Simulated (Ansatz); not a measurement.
## AlAs: geometry relaxation

The run: geometry relaxation of AlAs (2 atoms in the cell). Method and program: DFT, LDA, plane waves, PAW, no spin polarisation (Ansatz 0.2.0).

The structure derives from an entry of the Crystallography Open Database. Some settings of this run were made unusual or wrong on purpose. Figures and captions count atoms from 1; the log counts them from 0 in places.

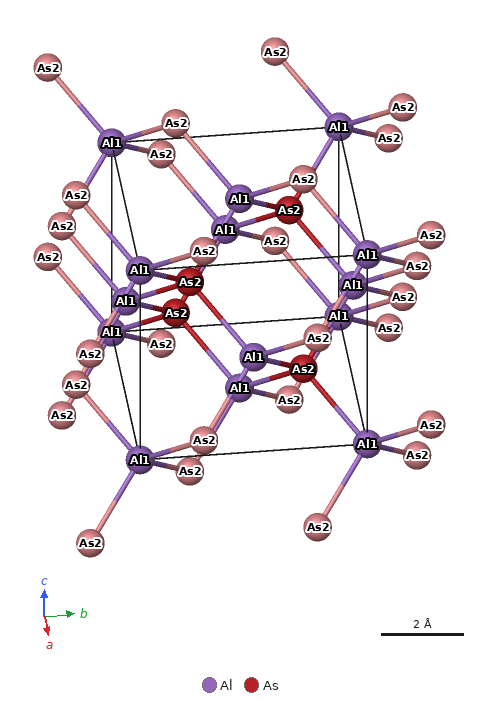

*The input geometry (ball-and-stick view of the cell 4 times as large as that of the calculation, set on its symmetry axes, seen at an oblique angle; neighbours outside the cell are drawn fainter; atoms are numbered from 1 in the order of the input).*

Near neighbours in the crystal (not all of them lie inside the picture): Al has 4 As at 2.44 Å; As has 4 Al at 2.44 Å.

### Input
```yaml
crystal:
  lattice:
    - [0.0, 2.8145444728, 2.8145444728]
    - [2.8145444728, 0.0, 2.8145444728]
    - [2.8145444728, 2.8145444728, 0.0]
  atoms:
    - { symbol: Al, position: [0.0, 0.0, 0.0] }
    - { symbol: As, position: [0.75, 0.75, 0.75] }
basis:
  ecutwfc: 420
kpoints:
  mp_grid: { grid: [8, 8, 8] }
hamiltonian:
  xc: lda
scf:
  occupations: { method: fixed }
  max_iter: 50
output:
  forces: true
  eigenvalues: true
  stress: true
relax:
  adjacent_minimum: "off"
  f_tol: 0.001
  max_steps: 1
  cell: { stress_tol: 0.01 }
```

Command:
```bash
ansatz run input.yaml --threads 1 --pin off --max-ram 3072MiB --backend cpu --events-out ev --progress --plain --runs-dir out
```

### The program's output
```
The last accepted step is kept in [file] (removed where the run ends without a failure and the disk answers)
Engine: ansatz 0.2.0, x86_64-unknown-linux-gnu
Pseudopotentials: kind: paw
Pseudopotential: Al, paw, valence charge 3, recommended cutoff 420 eV (normal), Al.paw.azcp
Pseudopotential: As, paw, valence charge 15, recommended cutoff 420 eV (normal), As.paw.azcp
Functional definition: SPW92
  exchange = slater_x
  correlation = pw_c
Crystal: 2 atoms, lattice volume = 44.592 Å³
Basis set: ecut = 420 eV, 893 PW (Γ)
Bands: 13, of which v1, the nominal top of the filled ones, is band 9 counted from 1 (8 counted from 0)
Symmetry: 24 space group operations
Space group: F-43m (ITA 216), of the structure as read, at distance tolerance 3.5e-5 Å
k-points: 29 of 512 (time reversal used)
Non-local potential: Al, projectors of the file, l = 0: 2, l = 1: 2, l = 2: 1
Non-local potential: As, projectors of the file, l = 0: 2, l = 1: 2, l = 2: 3, l = 3: 1
PAW form: soft (Blöchl's): semilocal exchange-correlation on the pseudo side does not see the compensation charge
PAW frozen core: Al, regenerated for the run's functional, and the local potential with it (the file was generated under x = pbe(κ = 0.804, μ = 0.2195149727645171), c = pbe(β = 0.06672455060314922))
PAW frozen core: As, regenerated for the run's functional, and the local potential with it (the file was generated under x = pbe(κ = 0.804, μ = 0.2195149727645171), c = pbe(β = 0.06672455060314922))
PAW one-centre angular grid: Al, 110 points (default); XC on 64 Gauss nodes
PAW one-centre angular grid: As, 590 points (default); XC on 64 Gauss nodes
Initial density: superposition of atomic densities (neutral atoms: chi_scale 0, normalization atom), corrected by the library's trained network
Initial wavefunctions: pseudopotential atomic-orbital guess
Functional: x = slater, c = lda
SCF iter   1: F=—  HF=-5287.491139 eV  |F-HF|=—  |Δ(HF+E_count)|=         —  Δρ=3.98e-3  dr2=3.74e-3  ethr=1.77e-3  ⟨swp⟩=4.8  Hψ=1941  notcnv=0  defer=50
preconditioner: auto → none  [insulator: Δε(μ)=1.316 eV  Ē_g=9.948 eV  n_scr=14 (ndim 8)  ℏωp=15.7 eV  f_vac=0.004  ε∞_Penn≈3.5]
SCF iter   2: F=—  HF=-5287.490074 eV  |F-HF|=—  |Δ(HF+E_count)|=   1.07e-3  Δρ=2.01e-3  dr2=8.36e-4  ethr=2.08e-5  ⟨swp⟩=2.0  Hψ=695  notcnv=0  defer=52
SCF iter   3: F=—  HF=-5287.489969 eV  |F-HF|=—  |Δ(HF+E_count)|=   1.04e-4  Δρ=1.98e-4  dr2=2.71e-5  ethr=4.64e-6  ⟨swp⟩=1.7  Hψ=398  notcnv=0  defer=47
SCF iter   4: F=—  HF=-5287.489963 eV  |F-HF|=—  |Δ(HF+E_count)|=   6.41e-6  Δρ=2.88e-5  dr2=2.97e-7  ethr=1.51e-7  ⟨swp⟩=2.0  Hψ=468  notcnv=0
SCF iter   5: F=—  HF=-5287.489962 eV  |F-HF|=—  |Δ(HF+E_count)|=   1.24e-6  Δρ=8.90e-6  dr2=4.01e-8  ethr=1.65e-9  ⟨swp⟩=2.0  Hψ=638  notcnv=0
SCF iter   6: F=—  HF=-5287.489962 eV  |F-HF|=—  |Δ(HF+E_count)|=   8.46e-8  Δρ=2.78e-6  dr2=3.83e-9  ethr=2.23e-10  ⟨swp⟩=2.0  Hψ=638  notcnv=0
SCF iter   7: F=—  HF=-5287.489962 eV  |F-HF|=—  |Δ(HF+E_count)|=   4.22e-9  Δρ=4.85e-7  dr2=1.16e-10  ethr=2.13e-11  ⟨swp⟩=2.0  Hψ=638  notcnv=0
SCF iter   8: F=—  HF=-5287.489962 eV  |F-HF|=—  |Δ(HF+E_count)|=  9.19e-11  Δρ=1.29e-7  dr2=3.54e-12  ethr=6.43e-13 (applied; sched 1.00e-12)  ⟨swp⟩=2.0  Hψ=638  notcnv=0
SCF iter   9: F=-5287.489962 eV  HF=-5287.489962 eV  |F-HF|=1.82e-12  |Δ(HF+E_count)|=  9.09e-13  Δρ=3.28e-8  dr2=2.02e-13  ethr=1.00e-12  ⟨swp⟩=5.5  Hψ=1735  notcnv=0
SCF 1 converged in 9 iterations: F = -5287.489962 eV  dr2 = 2.02e-13
  greatest PAW one-centre occupation: 0.999 electrons in one spin orbital (limit 2), on the As atom at site 1 (counted from 0), in its partial waves of l = 2
relax step   1: F+E_penalty+E_count = -5287.48996166 eV  Δ(F+E_penalty+E_count) = +0.000e0 eV  max|allowed force component| = 1.070e-16 eV/Å  Δτ_max = 0.0000 Å  P = -0.000 GPa  Ω = 44.592 Å³  (9 SCF iters, accepted)
Initial density: handed on by an earlier stage of this run
Initial wavefunctions: pseudopotential atomic-orbital guess (no wavefunctions were taken with the density)
iter 1 solved again at ethr=6.07e-8 eV; its pass at ethr=3.10e-3 eV (dr2=1.09e-5 eV) is discarded
SCF iter   1: F=—  HF=-5287.489961 eV  |F-HF|=—  |Δ(HF+E_count)|=         —  Δρ=5.20e-7  dr2=1.16e-10  ethr=6.07e-8  ⟨swp⟩=2.3  Hψ=2883  notcnv=0  defer=51
eigensolver tolerance schedule: the retry pair's looser diagonalisation over-reported the residual by 94010.60 of it (diagonalisation noise at an unbounded share of the residual, at the tolerance the schedule requests for it); recorded, not acted on — ethr = c·dr2/N_el stays at c = 1.0e-1
preconditioner: auto → none  [insulator: Δε(μ)=1.323 eV  Ē_g=9.952 eV  n_scr=14 (ndim 8)  ℏωp=15.7 eV  f_vac=0.001  ε∞_Penn≈3.5]
SCF iter   2: F=—  HF=-5287.489962 eV  |F-HF|=—  |Δ(HF+E_count)|=   7.03e-7  Δρ=4.16e-7  dr2=9.99e-11  ethr=6.46e-13 (applied; sched 1.00e-12)  ⟨swp⟩=3.1  Hψ=766  notcnv=0  defer=18
SCF iter   3: F=—  HF=-5287.489962 eV  |F-HF|=—  |Δ(HF+E_count)|=  3.00e-11  Δρ=2.25e-7  dr2=2.38e-11  ethr=5.55e-13 (applied; sched 1.00e-12)  ⟨swp⟩=2.0  Hψ=485  notcnv=0  defer=18
SCF iter   4: F=—  HF=-5287.489962 eV  |F-HF|=—  |Δ(HF+E_count)|=  5.46e-12  Δρ=1.40e-7  dr2=8.11e-12  ethr=1.32e-13 (applied; sched 1.00e-12)  ⟨swp⟩=1.0  Hψ=377  notcnv=0  defer=18
SCF iter   5: F=—  HF=-5287.489962 eV  |F-HF|=—  |Δ(HF+E_count)|=  1.82e-12  Δρ=9.24e-8  dr2=3.42e-12  ethr=4.51e-14 (applied; sched 1.00e-12)  ⟨swp⟩=1.0  Hψ=377  notcnv=0  defer=18
SCF iter   6: F=-5287.489962 eV  HF=-5287.489962 eV  |F-HF|=3.64e-12  |Δ(HF+E_count)|=  1.82e-12  Δρ=2.77e-8  dr2=2.95e-13  ethr=1.00e-12  ⟨swp⟩=5.4  Hψ=2006  notcnv=0
SCF 2 converged in 6 iterations: F = -5287.489962 eV  dr2 = 2.95e-13
relax step   2: F+E_penalty+E_count = -5287.48996166 eV  Δ(F+E_penalty+E_count) = -3.638e-12 eV  max|allowed force component| = 1.162e-16 eV/Å  Δτ_max = 0.0000 Å  P = -0.000 GPa  Ω = 44.592 Å³  stress off target by 5.87e-5 GPa  SCF on the basis re-selected at this cell (its energy is not comparable with the rows above)  (6 SCF iters)
```

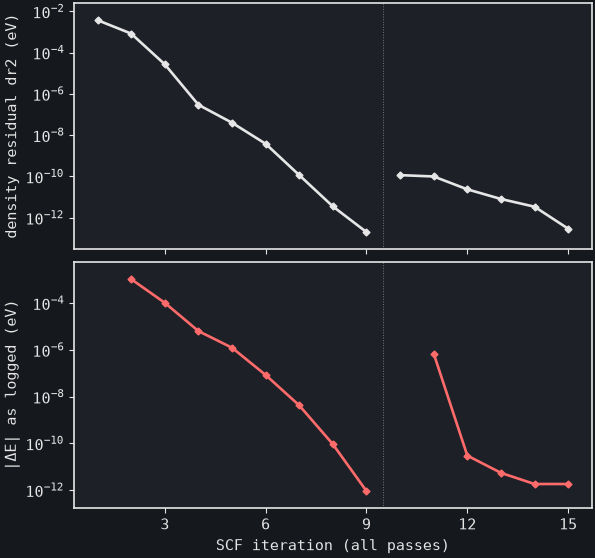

*Convergence of the self-consistent field: density residual dr2 and size of the energy change against the SCF iteration. The dotted lines part the SCF passes of the relaxation: geometry steps, rejected trials and re-solves on a re-selected basis.*

The passes take 9 and 6 iterations.

```
basis re-selected at this cell: Δ(F+E_penalty+E_count) = -3.638e-12 eV, ΔP = -0.000 GPa vs the last step (what re-selecting the basis moved, of the pressure what is left beyond the Pulay correction that the steps carried, after the strain that the cell walked since its last selection, with what the two solves' SCF thresholds leave and, on support functions, any second-order correction that the steps lacked; it is no measure of the basis error at this ecutwfc). This SCF's stress stands 5.87e-5 GPa from its target on what of the cell is left free (relax.cell.stress_tol is 1.00e-2 GPa) and its largest allowed force component is 1.16e-16 eV/Å (relax.f_tol is 1.00e-3 eV/Å): within both
SCF converged after 6 iterations
Free energy (F): -5287.489962 eV
Harris-Foulkes:  -5287.489962 eV  (|F-HF|=3.64e-12)
Internal energy: -5287.489962 eV  (E = F + TS)
E sigma→0 (E₀):  -5287.489962 eV
Fermi energy:    6.306146 eV
--- Per-component energies (eV) ---
  E_band       = -269.466549
  E_kinetic    = 127.812558
  E_local      = -2109.428915  (includes V_loc(G=0)·N_el)
  E_nonlocal   = -654.075084
  E_hartree    = 1126.717848
  E_xc         = -118.630883
  E_vxc        = -109.351801  (∫ρ·V_xc dr)
  E_paw        = -2197.476216  (= ΣΔE_a)
  E_vpaw       = 222.140980  (= ΣTr[D̂ρ^β])
  E_aug_tail   = 0.000003  (compensation charges beyond the density's cutoff)
  E_ewald      = -1464.540220
  E_core_change = 2.130947  (= ΣΔE_core)
  E_smearing   = -0.000000  (= −TS)
  E_closure    = -0.000000  (closes the sum)
  Σ components = -5287.489962   (vs F -5287.489962, Δ=0.00e0)
--- Forces (eV/Å), atoms counted from 1 ---
  atom   1  Al    -0.00000000     0.00000000    -0.00000000
  atom   2  As     0.00000000    -0.00000000     0.00000000
  max |Σ_I F_I| component: 2.12e-16 eV/Å
--- Stress (GPa, compression-positive) ---
       -0.000059       0.000000       0.000000
        0.000000      -0.000059       0.000000
       -0.000000       0.000000      -0.000059
  P = ⅓ Tr σ = -0.0001 GPa (-0.001 kbar)
--- Band table (eV; the first three rows and the last of 29) ---
  k-point 0: bands = ["-28.2151", "-28.2151", "-28.2151", "-28.2035", "-28.2035", "-5.6979", "6.3061", "6.3061", "6.3061", "8.2878", "10.6025", "10.6025", "10.6025"]
  k-point 1: bands = ["-28.2150", "-28.2149", "-28.2149", "-28.2035", "-28.2035", "-5.5427", "4.8471", "6.1435", "6.1435", "9.0571", "10.8867", "10.8867", "10.9905"]
  k-point 2: bands = ["-28.2149", "-28.2146", "-28.2146", "-28.2034", "-28.2034", "-5.1118", "2.8633", "5.8231", "5.8231", "8.8724", "11.2230", "11.2230", "12.7303"]
  k-point 28: bands = ["-28.2147", "-28.2142", "-28.2130", "-28.2037", "-28.2029", "-3.6656", "1.1726", "3.0531", "3.4215", "10.5672", "11.9653", "11.9919", "12.3132"]
--- Relaxed structure (1 steps of the walk, 1 accepted, 1 SCFs on fresh bases) ---
  F+E_penalty+E_count = -5287.48996166 eV   max|allowed force component| = 1.162e-16 eV/Å   (the final SCF, on the basis selected at the relaxed cell)
  cell:  # Å, volume = 44.5917 Å³
    - [0.0, 2.8145444728, 2.8145444728]
    - [2.8145444728, 0.0, 2.8145444728]
    - [2.8145444728, 2.8145444728, 0.0]
  atoms:
    - { symbol: Al, position: [0.0, 0.0, 0.0] }
    - { symbol: As, position: [0.7500000000000001, 0.7500000000000001, 0.7500000000000001] }
```

### Trajectory as extended XYZ (Å, eV, eV/Å), 2 frames, from step=1 to step=2
```
2
Lattice="0.0000 2.8145 2.8145 2.8145 0.0000 2.8145 2.8145 2.8145 0.0000" Properties=species:S:1:pos:R:3:forces:R:3 step=1 energy=-5287.48996 pressure_GPa=-0.00
Al    0.0000    0.0000    0.0000    0.0000   0.0000   0.0000
As    4.2218    4.2218    4.2218    0.0000   0.0000   0.0000
2
Lattice="0.0000 2.8145 2.8145 2.8145 0.0000 2.8145 2.8145 2.8145 0.0000" Properties=species:S:1:pos:R:3:forces:R:3 step=2 energy=-5287.48996 pressure_GPa=-0.00
Al    0.0000    0.0000    0.0000    0.0000   0.0000   0.0000
As    4.2218    4.2218    4.2218    0.0000   0.0000   0.0000
```

### What the run reported

| quantity | value |
| --- | --- |
| outcome | converged |
| space group (tolerance 0.01 Å) | F-43m (216) |
| electrons treated | 18 |
| free energy | −5287.4900 eV |
| Fermi energy | 6.306 eV |
| gap on the k-point mesh | 1.32 eV |
| pressure | 0.00 GPa |
| final volume | 44.59 Å³ |
| largest force (length of the vector) at the end | under 0.001 eV/Å |
| final cell | a = 3.980 Å, b = 3.980 Å, c = 3.980 Å, α = 60.00°, β = 60.00°, γ = 60.00° |
| hardware | 1 thread of Intel Xeon @ 2.50GHz (Skylake/Cascade Lake), 32 GiB of memory available, shared host |
| wall time | 5.1 s |
| peak memory | 0.35 GiB |

This input holds a deliberate fault: too few relaxation steps (`relax.max_steps`). The optimiser stops before the forces are small. The program still converged, but the numbers can't be taken as results for the intended system.
